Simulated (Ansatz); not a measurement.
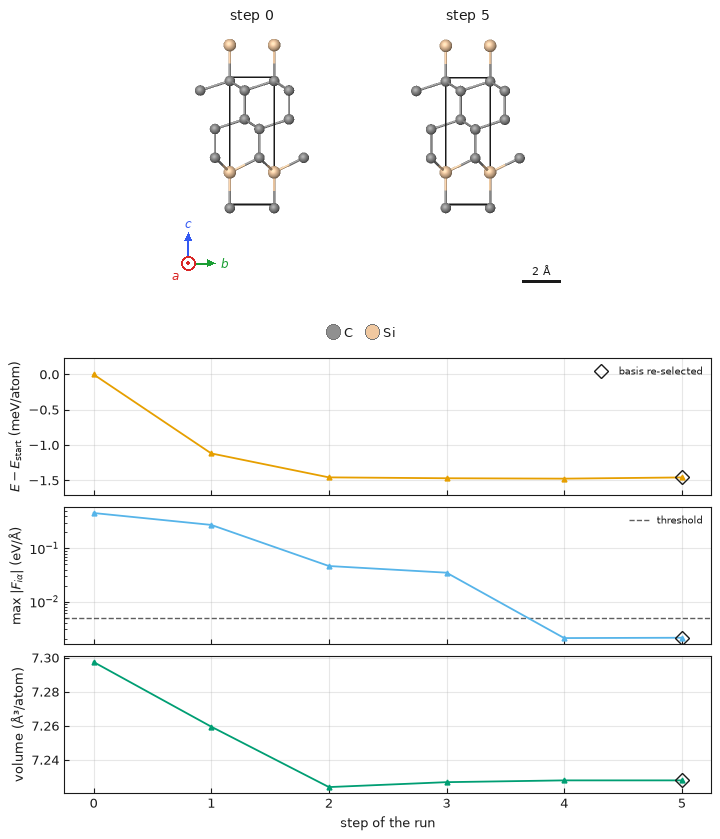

First and last geometry of a relaxation of solid SiC5 (a generated structure, set up in P3m1), with the history of the run. The picture is a ball-and-stick view of the cell of the calculation, seen along the a axis.

The calculation used Ansatz 0.2.0, DFT, r2SCAN, plane waves, PAW. Settings: plane-wave cutoff 500 eV; k-point mesh 12 × 12 × 4; occupations fermi dirac; smearing width 0.02 eV; no spin polarisation; cell and atoms relaxed; force threshold 0.005 eV/Å.

> What do the curves and the structures tell?

It converged. Over 4 accepted moves (5 points after the start) the energy falls by 1.5 meV per atom. Largest force component: 0.46 eV/Å at the start, 0.0021 eV/Å at the end. Pressure: −3.53 GPa at the start and 0.02 GPa at the end. The SCF was repeated once at an unchanged geometry on a basis and grid sized afresh for the cell, which shifted the energy by less than 0.05 meV per atom at most. The atom that moves furthest relative to the cell is a C atom (0.010 Å along −c). By element the largest moves are C 0.010 Å, Si 0.004 Å. The drawn cell changes as follows: a = b 2.731 → 2.725 Å (−0.2 %), c 6.779 → 6.745 Å (−0.5 %); the volume changes by −1.0 %. Near-neighbour distances that change, for instance: C–Si 1.909 → 1.897 Å, C–Si 1.757 → 1.746 Å, C–C 1.535 → 1.529 Å. The space group stays P3m1 (No. 156).
